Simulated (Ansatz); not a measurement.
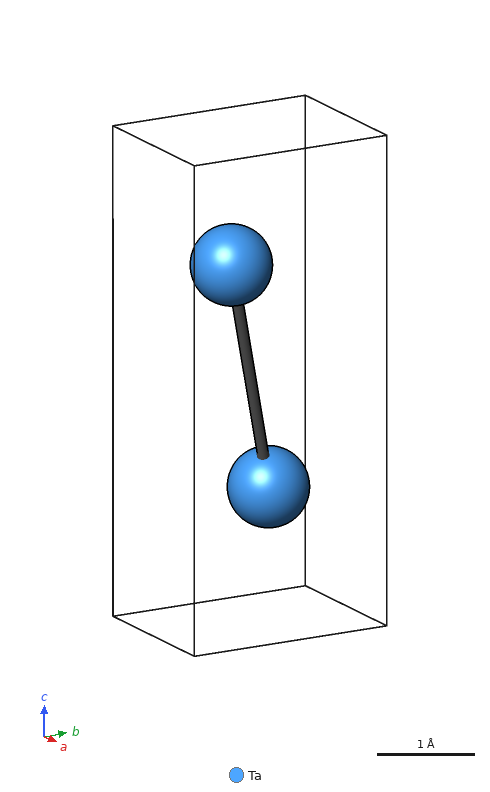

The image is a ball-and-stick drawing of a crystal, viewed slightly off an axis. The lines enclose the conventional unit cell; boundary atoms appear with their images.

Ta, space group P6_3/mmc (No. 194), a = 2.90 Å, b = 2.90 Å, c = 5.11 Å, α = 90.00°, β = 90.00°, γ = 120.00°.

Results below were computed with DFT r2SCAN, scalar-relativistic, plane waves, PAW in Ansatz; the settings were a basis cut at 500 eV, an 18×18×10 k-point grid, Gaussian smearing of 0.15 eV, no spin polarisation.

**How large a gap does the method give, if there is one?**

A metal: bands cross the Fermi level.

**Give the pressure and its sign.**

The computed pressure is -1.5 GPa (stretched: it would shrink).

The structure comes from a structure listed in the Materials Project. The cell was then strained or its atoms displaced on purpose. It went into a calculation with Ansatz.
